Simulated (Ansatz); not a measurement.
Here is a crystal structure:

```cif
data_structure
_symmetry_space_group_name_H-M 'R 3 2 :H'
_symmetry_Int_Tables_number 155
_cell_length_a 5.4427
_cell_length_b 5.4427
_cell_length_c 10.0465
_cell_angle_alpha 90.000
_cell_angle_beta 90.000
_cell_angle_gamma 120.000
_cell_volume 257.73
loop_
_atom_site_label
_atom_site_type_symbol
_atom_site_symmetry_multiplicity
_atom_site_Wyckoff_symbol
_atom_site_fract_x
_atom_site_fract_y
_atom_site_fract_z
_atom_site_occupancy
Zr1 Zr 9 e 0.99517 0.66667 0.16667 1
S1 S 6 c 0.33333 0.66667 0.00163 1
```

Question: Work out the structure from the coordinates.

Answer: The stoichiometry is Zr3S2. The atoms follow space group R32 (No. 155); the Bravais lattice is rhombohedral (trigonal R). Content of the cell: 9 Zr, 6 S (Z = 3). Taking every contact within bonding distance, one finds Zr 10 and S 6. Not all metal-metal contacts are counted.

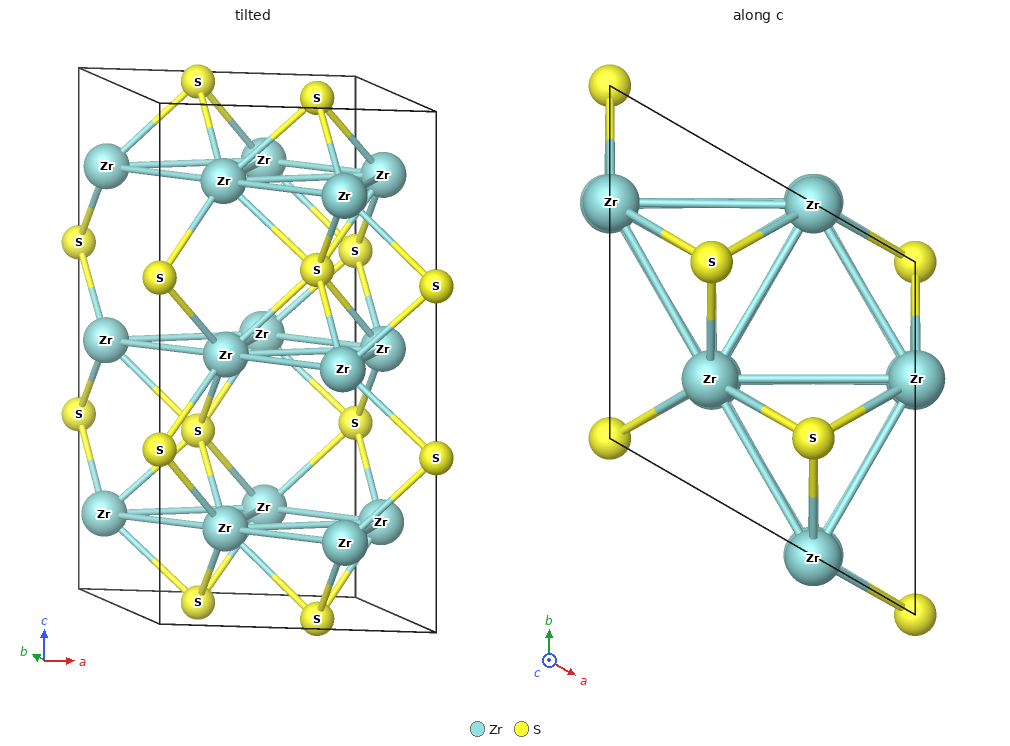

Ball-and-stick representation of a periodic structure, projected slightly off an axis and along the c axis. The conventional unit cell is drawn as a box.

The initial geometry was a structure listed in the Materials Project. The cell was then strained or its atoms displaced on purpose. Ansatz was used for an electronic-structure calculation on it.

At this level of theory the run's own cell isn't at rest (compressed, at 22 GPa), so its distances can differ from those at equilibrium, the more so the softer the solid.
